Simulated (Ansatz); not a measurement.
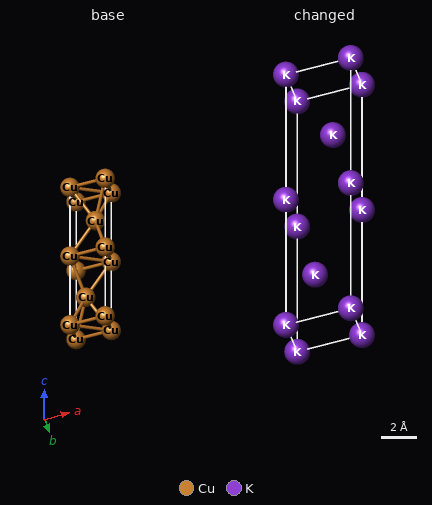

Left: a crystal of Cu (set up in P6_3/mmc). Right: the same structure after one change, at the same scale. The picture is a ball-and-stick view of the cell of the calculation, seen from a free direction.

These are results of Ansatz, DFT PBE, scalar-relativistic, plane waves, PAW, not measurements. Settings: plane-wave cutoff 420 eV; occupations gaussian; smearing width 0.1 eV; no spin polarisation. The k-mesh is chosen for each cell (18×18×6, 12×12×4).

What was changed?

Every copper atom is replaced by potassium, which gives K. Cell and atoms are relaxed again (to zero pressure within 0.1 GPa, forces under 0.01 eV/Å).

What does the change do?

The volume per atom goes from 11.97 to 73.80 Å³. Cell: a = b 2.567 → 4.726 Å (+84.1 %), c 8.387 → 15.265 Å (+82.0 %). Volume +516.8 %. The space group stays P6_3/mmc (No. 194). It is metallic before and after.
